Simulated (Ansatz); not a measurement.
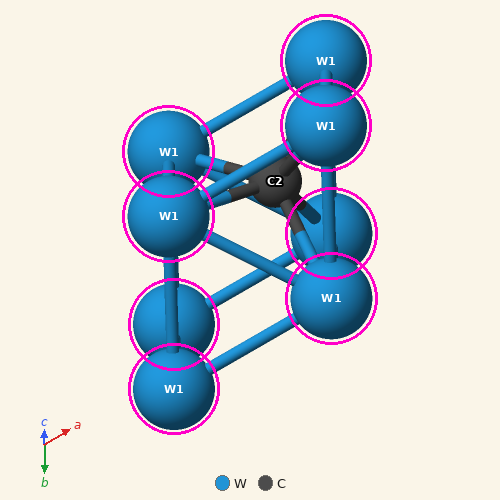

The system is WC (P-6m2, No. 187; 2 atoms in the cell); the picture shows the reference structure. Atom W1 is moved over a plane while all other atoms and the cell stay fixed (its periodic images move with it) (x along [1 0 0], y along [1 2 0], z along [0 0 1] of the conventional cell). Coordinates scanned: (1) shift of W1 along the Cartesian direction [1 1 0]; (2) shift of W1 along z. The scan uses a 5 × 5 grid; 15 points were computed and 10 follow by symmetry. Points are written as (first, second). Energies: eV per cell, counted from the lowest grid point. The reference cell is the one listed in the database, not relaxed at this level. The k-mesh is coarse, so small energy differences aren't converged. These are results of Ansatz, DFT PBEsol, scalar-relativistic, plane waves, PAW, not measurements. Settings: cutoff 420 eV, k-mesh 6×6×6 (coarse), gaussian smearing 0.15 eV, no spin polarisation.

Its coordinates:

```
CELL_PARAMETERS angstrom
2.90050 0.00000 0.00000
-1.45025 2.51191 0.00000
0.00000 0.00000 2.82900
ATOMIC_POSITIONS crystal
W 0.00000 0.00000 0.00000
C 0.66667 0.33333 0.50000
```

Range: shift of W1 along the Cartesian direction [1 1 0] from −0.450 to 0.450 Å; shift of W1 along z from −0.450 to 0.450 Å.

Predict the map.

Answer. The lowest grid point is at (0.000 Å, 0.000 Å). The highest grid point, (0.450 Å, −0.450 Å), lies 4.67 eV above the lowest.

```
second ↓, first →  −0.450  −0.225  0.000  0.225  0.450
            0.450    3.44    2.17   1.63   2.32   4.67
            0.225    1.80    0.79   0.37   0.87   2.42
            0.000    1.26    0.37   0.00   0.43   1.68
           −0.225    1.80    0.79   0.37   0.87   2.42
           −0.450    3.44    2.17   1.63   2.32   4.67
```

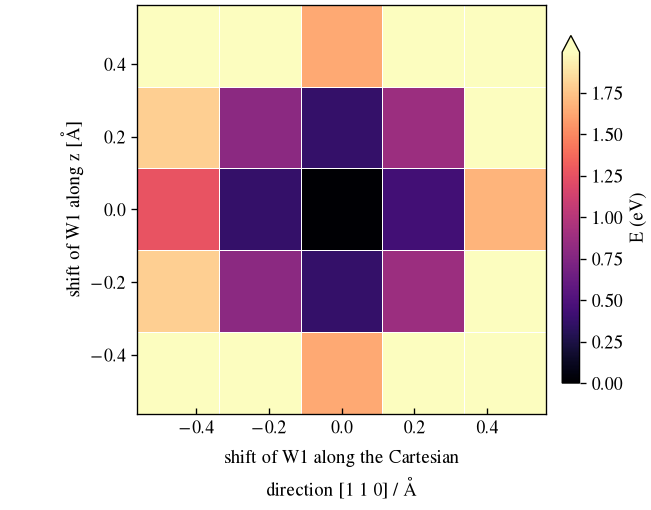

Drawn: one coloured cell a grid point, one colour for all values above the top of the scale.
